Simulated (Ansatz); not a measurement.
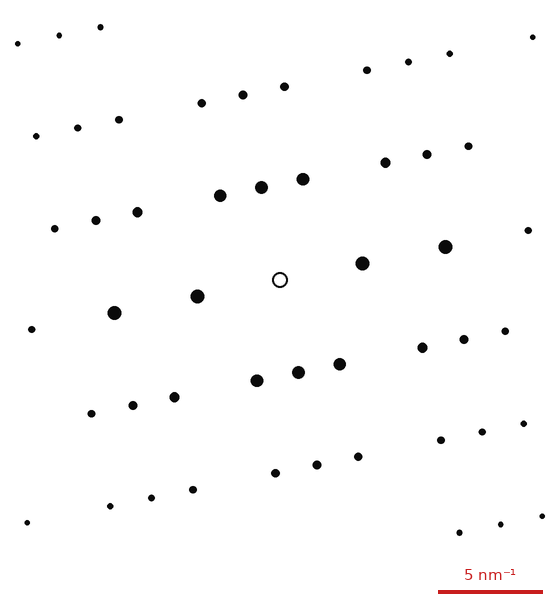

Simulated selected-area electron diffraction pattern (80 kV, kinematic approximation, thin crystal, B = 0.5 Å² for all atoms).

Phase: Rh, space group Pm-3n (No. 223), a = 4.918 Å. Structure: the end point of a relaxation with DFT, RPBE, plane waves (420 eV) with PAW, scalar-relativistic (Ansatz 0.2.0); the starting structure was generated, so it need not be a known form of this composition.

Question: Which low-index zone axis gives this pattern?

Answer: The spots form a rectangular net whose two shortest vectors correspond to d = 4.92 Å and 2.20 Å, 90.0° apart. They index as 0 0 1 (itself extinct) and 1 -2 0, so the zone axis is [210] (or an equivalent direction of <210>).

Question: Which reflections of this zone are missing, and why?

Answer: A glide plane extinguishes reflections such as 1 -2 -2, 1 -2 2; a screw axis and a glide plane both extinguish reflections such as 0 0 1, 0 0 3, 0 0 5; reflections such as 1 -2 6, 3 -6 -2 are allowed by the space group but vanish because the atoms sit on special positions; reflections such as 2 -4 -2, 2 -4 2 are allowed but too weak to see at this display level. In a thicker crystal double diffraction can put intensity into those places emptied by glide planes or screw axes that lie on the net of the visible spots, but never into those emptied by centring.

Question: List the strongest reflections.

Answer: Strongest reflections with d > 0.80 Å, one of each family (|F|² from tabulated Gaussian fits of the electron scattering factors, times a small damping for the curvature of the Ewald sphere):

```
   hkl  d (Å)  I (strongest = 100)
 0 0 2  2.459                  100
 0 0 4  1.229                   94
1 -2 0  2.199                   84
1 -2 1  2.008                   72
1 -2 3  1.314                   28
2 -4 0  1.100                   17
```
